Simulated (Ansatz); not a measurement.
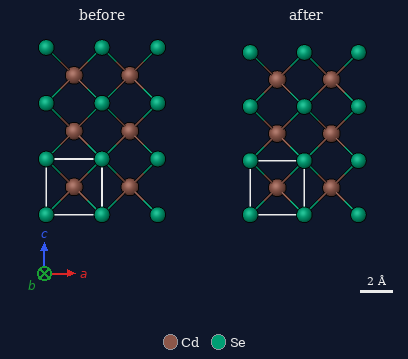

The structure of crystalline CdSe (a generated structure, set up in Pm-3m) before (left) and after (right) a relaxation, at one scale.

Style: ball-and-stick. Shown: the cell of the calculation, repeated 2 × 1 × 3 with one cell outlined, along the b axis.

The run lets cell and atoms move.

Level of theory: Kohn-Sham DFT of a periodic cell, PBEsol with D4, Ansatz PAW (Ansatz).

Input file:
```yaml
crystal:
  lattice:
    - [3.55686, 0.0, 0.0]
    - [0.0, 3.55686, 0.0]
    - [0.0, 0.0, 3.55686]
  atoms:
    - { symbol: Cd, position: [0.5, 0.5, 0.5] }
    - { symbol: Se, position: [0.0, 0.0, 0.0] }
hamiltonian:
  xc: pbesol
  pseudopotentials: { kind: paw }
  dispersion: d4
kpoints:
  mp_grid: { grid: [8, 8, 8] }
scf:
  occupations: { method: fermi_dirac, width: 0.05 }
output:
  forces: true
  stress: true
  eigenvalues: true
relax:
  f_tol: 0.01
  max_steps: 40
  cell: { stress_tol: 0.05 }
```

Run as
```bash
ansatz run input.yaml --threads 2 --pin off --max-ram 5632MiB --backend cpu --events-out ev --progress --plain --runs-dir out
```

### Summarise the run.

The energy falls by 35.7 meV per atom in 3 accepted moves (4 points after the start). All forces vanish by symmetry, so only the cell relaxes. Pressure: −5.39 GPa at the start and −0.03 GPa at the end. The SCF was repeated once at an unchanged geometry on a basis and grid sized afresh for the cell, which shifted the energy by 0.4 meV per atom at most. The atoms keep their places relative to the cell (all moves are under 0.005 Å). Cell: a = b = c 3.557 → 3.451 Å (−3.0 %). Volume −8.6 %. Among the contacts that change: Cd–Se 3.080 → 2.989 Å. The space group stays Pm-3m (No. 221).
